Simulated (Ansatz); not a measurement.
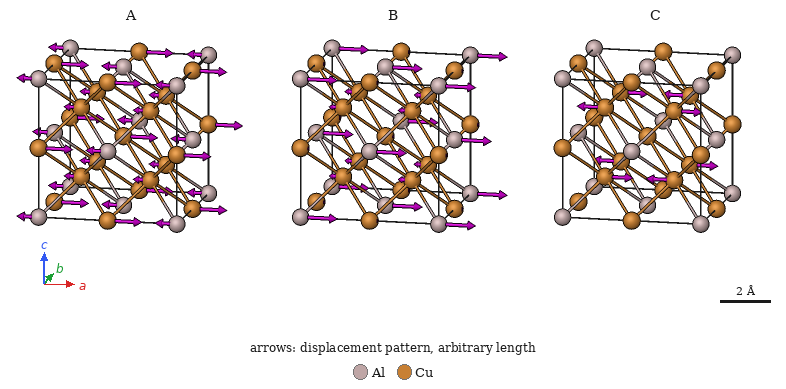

Three optical modes of crystalline AlCu3 at the zone centre, in no order (one member of each degenerate set). Displacements are drawn as purple arrows; their common scale and sign are arbitrary. Style: ball-and-stick. Shown: the conventional cell (4 times the calculation's cell), slightly off an axis. Lengths and directions refer to the drawn axes.

Theory: Ansatz, DFT r2SCAN, scalar-relativistic, plane waves, PAW. Set-up: plane-wave cutoff 500 eV; k-point mesh 14 × 14 × 14; occupations gaussian; smearing width 0.15 eV; no spin polarisation.

### Rank the modes by frequency, softest first.

C (162 cm⁻¹), A (194 cm⁻¹), B (300 cm⁻¹). C, T₂g: The Al and Cu (4b) atoms stay at rest; all motion is along a; atoms of one kind move against one another, with no net shift of their sublattice. A, T₁u: The Cu (4b) sublattice moves against the Al and Cu (8c) sublattices, along a; the kinetic energy is shared as Cu 90 %, Al 10 %. B, T₁u: The Al and Cu (4b) sublattices move against the Cu (8c) sublattice, along a; the kinetic energy is shared as Al 78 %, Cu 22 %. The crystal is metallic in this run.
